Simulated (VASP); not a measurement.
```
Si
1.0
     7.67511    0.00000    0.00000
     0.00000    3.83755    0.00000
     0.00000    0.00000   14.27034
Si
8
Direct
  0.59500 0.50000 0.39242
  0.25000 0.00000 0.54754
  0.00000 0.00000 0.45246
  0.34500 0.50000 0.64962
  0.90500 0.50000 0.35038
  0.75000 0.00000 0.54754
  0.50000 0.00000 0.45246
  0.65500 0.50000 0.60758
```

Not relaxed (largest force 1.9 eV/Å).

Method: Kohn-Sham DFT of a periodic cell, LDA, VASP PAW LDA potentials, recommended in VASP 6.6.1.

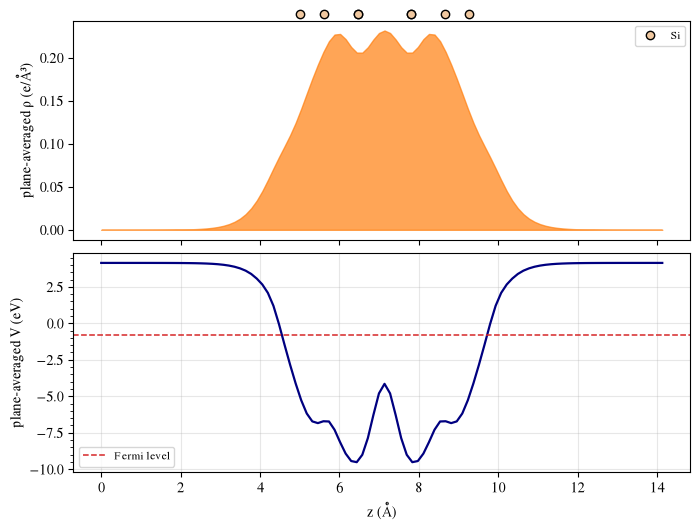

Si (slab). Plane average of the electrostatic potential energy of an electron and of the valence charge density (pseudo) across the slab. Circles mark the heights of the atoms.

How far above the Fermi level of the calculation is the vacuum level?

4.9 eV.

How thick is the slab, and how wide the vacuum?

The outermost nuclei are 4.3 Å apart, in 6 atomic planes; the vacuum between periodic images is 10.0 Å wide.
